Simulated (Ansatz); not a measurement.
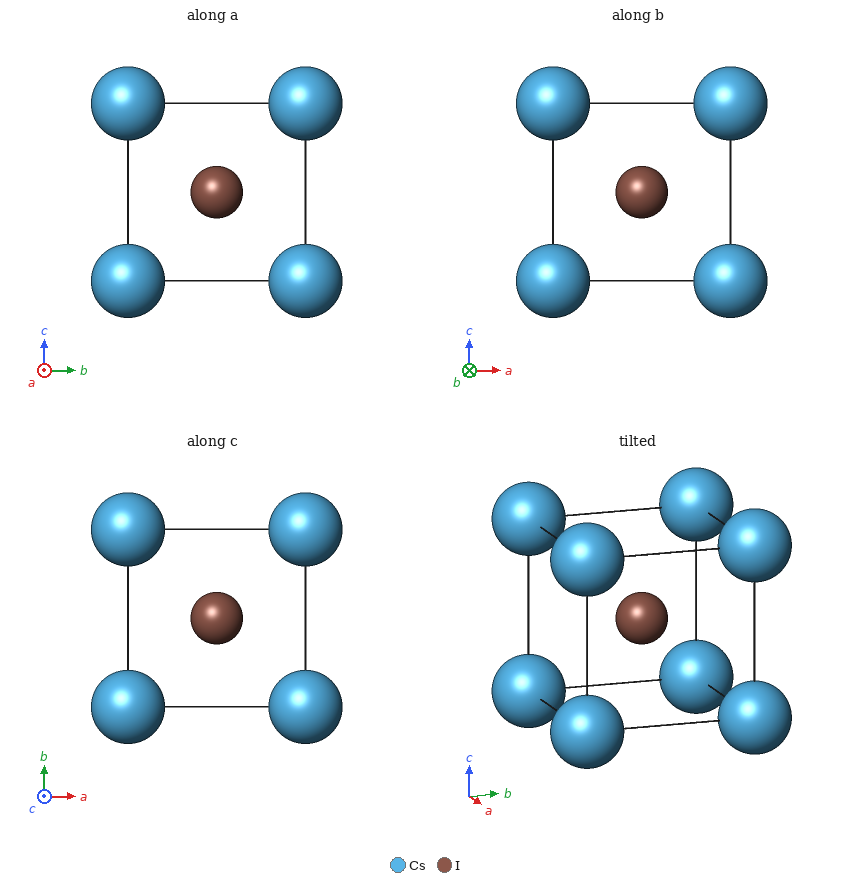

The crystal in a spheres-only representation, seen along the a axis, along the b axis, along the c axis and slightly off an axis. The conventional unit cell is drawn as a box.

Lattice parameters: a = 4.402 Å, b = 4.402 Å, c = 4.402 Å, α = 90.00°, β = 90.00°, γ = 90.00°. Put a along x and b in the xy plane.

> Reconstruct the structure as a POSCAR file.

```
Cs I
1.0
     4.402    0.000    0.000
     0.000    4.402    0.000
     0.000    0.000    4.402
Cs I
1 1
Direct
  0.0000 0.0000 0.0000
  0.5000 0.5000 0.5000
```

The initial geometry was a structure type filled with these elements by a generator (whether the compound takes this form wasn't checked). Atoms and cell were optimised with Ansatz, DFT, LDA, plane waves, PAW.
